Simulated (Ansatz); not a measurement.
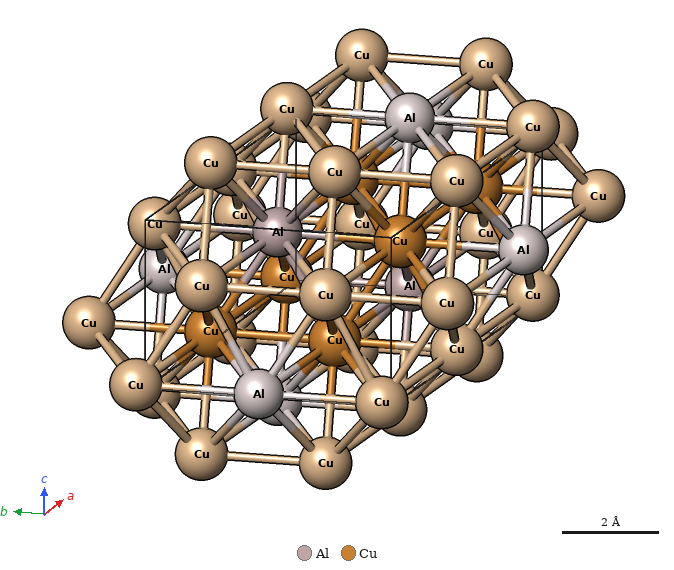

Crystal structure, ball-and-stick style, seen from a general direction. One conventional unit cell is framed, with atoms on its boundary repeated. Neighbours across the faces are drawn wherever a bond reaches them, in fainter colours.

In words:

The material is AlCu3. Space group: P6_3/mmc (No. 194). Lattice: primitive hexagonal. One cell contains 2 Al, 6 Cu, 8 atoms in all. Al is coordinated by twelve Cu in an anticuboctahedral arrangement at about 2.6 Å. Cu is surrounded by eight Cu and four Al in an anticuboctahedral arrangement (about 2.6 Å to Cu, 2.6 Å to Al). The bonds build a three-dimensional framework.

Starting structure: a structure listed in the Materials Project. It was relaxed at fixed volume with DFT PBEsol, scalar-relativistic, plane waves, PAW (Ansatz 0.2.0).
